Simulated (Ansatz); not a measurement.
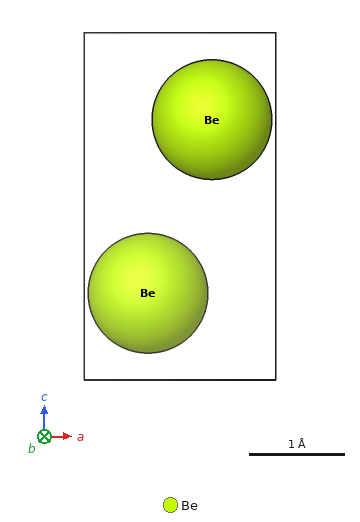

Fig. 1: The structure as given in the input (spheres-only view of the cell of the calculation, along the b axis).

## Single-point calculation of Be

Be (2 atoms in the cell), computed with DFT PBE, scalar-relativistic, plane waves, PAW, no spin polarisation (Ansatz 0.2.0).

The structure derives from an entry of the Crystallography Open Database.

Output
```
Engine: ansatz 0.2.0, aarch64-unknown-linux-gnu
Pseudopotentials: kind: paw
Pseudopotential: Be, paw, valence charge 2, recommended cutoff 420 eV (normal), Be.paw.azcp
Functional definition: PBE
  parameter kappa = 0.804
  parameter beta = 0.06672455060314922
  exchange = pbe_x(kappa = kappa, mu = beta*pi^2/3)
  correlation = pbe_c(beta = beta)
Crystal: 2 atoms, lattice volume = 17.184 Å³
Basis set: ecut = 420 eV, 313 PW (Γ), exchange–correlation on 32×32×50 points (8 copies of the dense FFT grid, shifted against one another)
Bands: 6, of which v1, the nominal top of the filled ones, is band 2 counted from 1 (1 counted from 0)
Symmetry: 24 space group operations
Space group: P63/mmc (ITA 194), of the structure as read, at distance tolerance 2.6e-5 Å
k-points: 222 of 3240
Non-local potential: Be, projectors of the file, l = 0: 2, l = 1: 2, l = 2: 1
PAW form: soft (Blöchl's): semilocal exchange-correlation on the pseudo side does not see the compensation charge
PAW one-centre angular grid: Be, 110 points (default); XC on 64 Gauss nodes
Initial density: superposition of atomic densities (neutral atoms: chi_scale 0, normalization atom), corrected by the library's trained network
Initial wavefunctions: pseudopotential atomic-orbital guess
Functional: x = pbe(κ = 0.804, μ = 0.2195149727645171), c = pbe(β = 0.06672455060314922)
SCF iter   1: F=—  HF=-185.483013 eV  |F-HF|=—  |Δ(HF+E_count)|=         —  Δρ=9.50e-4  dr2=9.65e-5  ethr=1.77e-3  ⟨swp⟩=5.5  Hψ=12111  notcnv=0
preconditioner: auto → none  [insulator: Δε(μ)=0.075 eV  Ē_g=12.142 eV  σ=0.050 eV  W_gap=0.53  n_scr=2 (ndim 8)  ℏωp=17.9 eV  f_vac=0.000  D(μ)=0.36/eV (n_scr^D=2)  ε∞_Penn≈3.2]
SCF iter   2: F=—  HF=-185.483007 eV  |F-HF|=—  |Δ(HF+E_count)|=   6.07e-6  Δρ=4.74e-4  dr2=2.37e-5  ethr=2.41e-6  ⟨swp⟩=1.4  Hψ=3206  notcnv=0
iter 3 did not close the SCF: its close was put off for the readings that it lacked (scf_convergence_deferred on its scf_iter line)
SCF iter   3: F=-185.482996 eV  HF=-185.482996 eV  |F-HF|=2.60e-10  |Δ(HF+E_count)|=   1.17e-5  Δρ=1.23e-5  dr2=1.62e-8  ethr=5.92e-7  ⟨swp⟩=1.0  Hψ=1330  notcnv=0
iter 4 did not close the SCF: its close was put off for the readings that it lacked (scf_convergence_deferred on its scf_iter line)
SCF iter   4: F=-185.482996 eV  HF=-185.482996 eV  |F-HF|=3.62e-11  |Δ(HF+E_count)|=   1.68e-8  Δρ=2.06e-6  dr2=3.85e-10  ethr=4.06e-10  ⟨swp⟩=2.1  Hψ=1759  notcnv=0
iter 5 did not close the SCF: its close was put off for the readings that it lacked (scf_convergence_deferred on its scf_iter line)
SCF iter   5: F=-185.482996 eV  HF=-185.482996 eV  |F-HF|=1.05e-12  |Δ(HF+E_count)|=  2.67e-11  Δρ=2.79e-7  dr2=7.52e-12  ethr=9.63e-12  ⟨swp⟩=1.0  Hψ=1336  notcnv=0
SCF iter   6: F=-185.482996 eV  HF=-185.482996 eV  |F-HF|=2.84e-14  |Δ(HF+E_count)|=  1.14e-12  Δρ=3.80e-8  dr2=1.30e-13  ethr=1.00e-12  ⟨swp⟩=1.0  Hψ=3347  notcnv=0
SCF 1 converged in 6 iterations: F = -185.482996 eV  dr2 = 1.30e-13
  greatest PAW one-centre occupation: 0.341 electrons in one spin orbital (limit 2), on the Be atom at site 1 (counted from 0), in its partial waves of l = 0
```

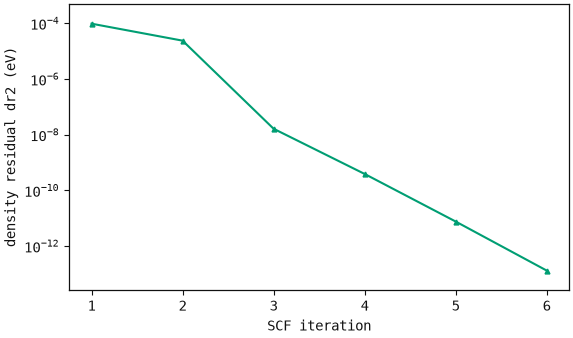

Fig. 2: Convergence of the self-consistent field: density residual dr2 against the SCF iteration. The residual falls at every step.

```
SCF converged after 6 iterations
Free energy (F): -185.482996 eV
Harris-Foulkes:  -185.482996 eV  (|F-HF|=2.84e-14)
Internal energy: -185.482547 eV  (E = F + TS)
E sigma→0 (E₀):  -185.482772 eV
Entropy (-TS):   -0.000448 eV (-0.224 meV/atom)
Fermi energy:    7.535446 eV
--- Per-component energies (eV) ---
  E_band       = 10.241842
  E_kinetic    = 39.950323
  E_local      = 4.976244  (includes V_loc(G=0)·N_el)
  E_nonlocal   = 8.525683
  E_hartree    = 0.077059
  E_xc         = -38.807212
  E_vxc        = -40.634421  (∫ρ·V_xc dr)
  E_paw        = -119.002054  (= ΣΔE_a)
  E_vpaw       = -2.730105  (= ΣTr[D̂ρ^β])
  E_aug_tail   = -0.000001  (compensation charges beyond the density's cutoff)
  E_ewald      = -81.202590
  E_smearing   = -0.000448  (= −TS)
  E_closure    = 0.000000  (closes the sum)
  Σ components = -185.482996   (vs F -185.482996, Δ=0.00e0)
--- Forces (eV/Å), atoms counted from 1 ---
  atom   1  Be     0.00000000    -0.00000000     0.00000000
  atom   2  Be    -0.00000000     0.00000000     0.00000000
  max |Σ_I F_I| component: 3.70e-17 eV/Å
--- Stress (GPa, compression-positive) ---
       -9.355278       0.000000       0.000000
        0.000000      -9.355278       0.000000
        0.000000       0.000000      -7.994817
  P = ⅓ Tr σ = -8.9018 GPa (-89.018 kbar)
--- Band table (eV; the first three rows and the last of 222) ---
  k-point 0: bands = ["-3.5180", "3.2588", "8.2858", "22.2743", "22.2743", "24.9836"]
  k-point 1: bands = ["-3.4336", "2.7490", "8.9864", "22.3485", "22.3485", "24.9541"]
  k-point 2: bands = ["-3.1805", "1.6877", "10.6164", "22.5658", "22.5658", "24.8247"]
  k-point 221: bands = ["6.3173", "6.3173", "7.7702", "7.7702", "12.9910", "12.9910"]
--- Bader charges: 2 sites ---
  site symbol  charge [e]  shift [e] shared [e]
     0     Be      0.0344     0.0000     0.0000
     1     Be      0.0344     0.0000     0.0000
  maxima off the nuclei: 2, with 0.0688 electrons
  on the straight line to a nucleus their density falls by 3.7e-5 of itself; PAW files or a low cutoff
  can make one that falls by little (a run on other files and one at a higher cutoff tell): if they did, read the shared
  charge, to which what the maxima have on the atom's side is counted
  estimated error of the sums over rays = 4.1e-4 e
```

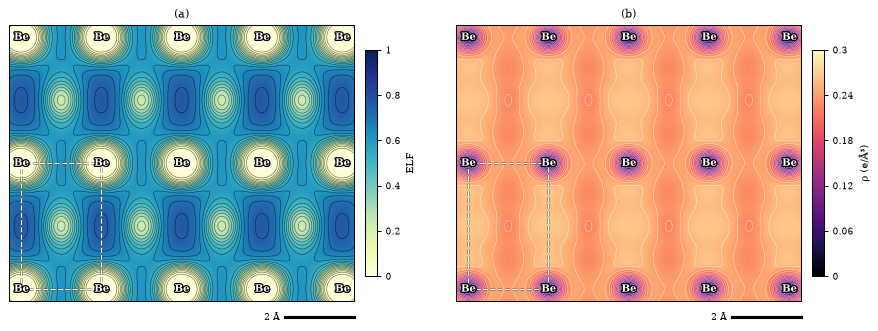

Fig. 3: (a) ELF; (b) valence charge density (pseudo) on the (010) plane of the conventional cell. Atoms in the plane: Be. Be–Be (2.33 Å): the density is about 0.24 e/Å³ at the midpoint; the ELF peaks at about 0.60 between the atoms. Away from the nuclei the density in this plane falls to 0.23 e/Å³ at its lowest. The fields are those of the smooth PAW valence density.

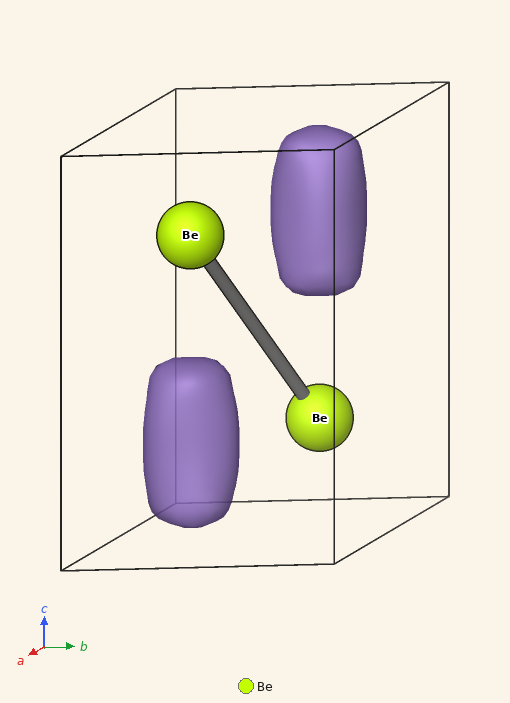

Fig. 4: Isosurface of the ELF at 0.7 (purple), seen slightly off an axis. Only the valence region is drawn (cores and ρ < 0.01 e/Å³ removed). Sticks mark near contacts. The outline is the cell set on symmetry axes. Values along the shortest contacts: Be–Be (2.27 Å): the ELF peaks at about 0.65 between the atoms. Be–Be (2.33 Å): the ELF peaks at about 0.60 between the atoms.

This output came from the following input.

Input
```yaml
crystal:
  lattice:
    - [2.3301211831, 0.0, 0.0]
    - [-1.1650605915, 2.0179441385, 0.0]
    - [0.0, 0.0, 3.6544962781]
  atoms:
    - { symbol: Be, position: [0.3333333333, 0.6666666667, 0.25] }
    - { symbol: Be, position: [0.6666666667, 0.3333333333, 0.75] }
basis:
  ecutwfc: 420
  fft_grid_basis: typed
kpoints:
  mp_grid: { grid: [18, 18, 10] }
hamiltonian:
  xc: pbe
scf:
  occupations: { method: gaussian, width: 0.05 }
output:
  forces: true
  stress: true
  eigenvalues: true
  bader: true
  write_density: true
  volumetric_format: npy
  elf: true
```

Run as:
```bash
ansatz run input.yaml --threads 1 --pin off --max-ram 2560MiB --backend cpu --events-out ev --progress --plain --runs-dir out
```

Key numbers

- outcome: converged
- space group (tolerance 0.01 Å): P6₃/mmc (194)
- electrons treated: 4
- free energy: −185.4830 eV
- Fermi energy: 7.535 eV
- gap on the k-point mesh: none (metallic)
- pressure: −8.90 GPa
- largest force (length of the vector): under 0.001 eV/Å
- hardware: 1 thread of Arm Neoverse V1, 24 GiB of memory available, shared host
- wall time: 42 s
- peak memory: 0.29 GiB

Notes

The cell is under a tension of 8.9 GPa at this level, so it is not at its equilibrium volume.
